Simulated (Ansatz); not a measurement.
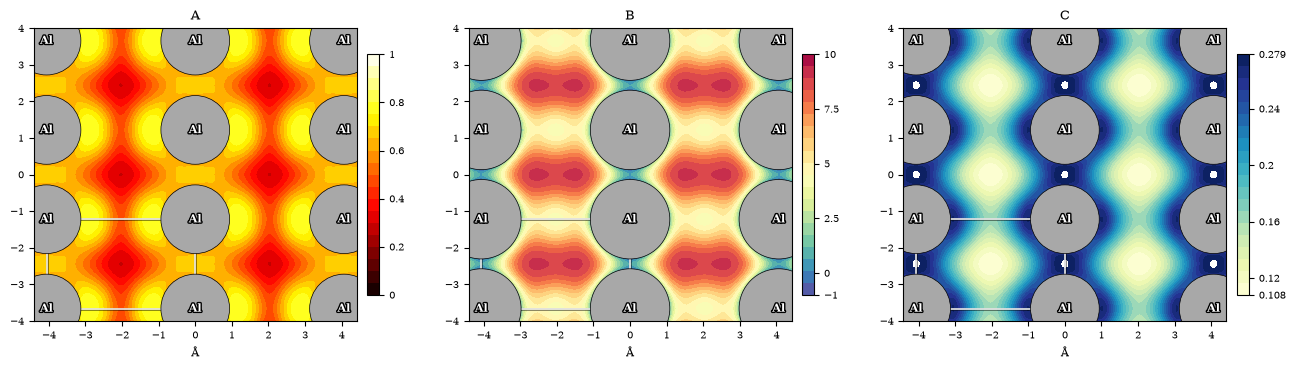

Al: 3 fields on the (010) plane of the conventional cell, with unlabelled colour scales. Grey discs cover the atomic cores.

Space group P6/mmm; a generated structure, not necessarily the stable one; computed pressure about 30 GPa in this cell.

Computed with Ansatz 0.2.0, Kohn-Sham DFT of a periodic cell, r2SCAN, Ansatz PAW.

Input file:

```
crystal:
  lattice:
    - [4.54673, 0.0, 0.0]
    - [-2.27337, 3.93758, 0.0]
    - [0.0, 0.0, 2.75393]
  atoms:
    - { symbol: Al, position: [0.33333, 0.66667, 0.5] }
    - { symbol: Al, position: [0.66667, 0.33333, 0.5] }
hamiltonian:
  xc: r2scan
  pseudopotentials: { kind: paw }
kpoints:
  mp_grid: { grid: [7, 7, 10] }
scf:
  occupations: { method: fermi_dirac, width: 0.05 }
output:
  forces: true
  stress: true
  eigenvalues: true
  write_density: true
  write_potential: true
  elf: true
  volumetric_format: npy
relax:
  f_tol: 0.01
  max_steps: 40
  cell: { stress_tol: 0.05, p_target: 30.0 }
```

Command:

```sh
ansatz run input.yaml --threads 2 --pin off --max-ram 5632MiB --backend cpu --events-out ev --progress --plain --runs-dir out
```

Below, planes, directions and counts refer to the conventional cell (a = 4.06 Å, b = 4.06 Å, c = 2.44 Å, α = 90.00°, β = 90.00°, γ = 120.00°).

The fields are those of the run's last geometry, not of the input's.

**Which field does each panel show? The fields are: electron localisation function, electrostatic potential energy of an electron and valence pseudo-density.**

Panel A: electron localisation function. Panel B: electrostatic potential energy of an electron (low next to the atoms, rising into the space between them). Panel C: valence pseudo-density. From the grid: Al–Al (2.44 Å): the density is about 0.28 e/Å³ at the midpoint; the ELF peaks at about 0.70 between the atoms.
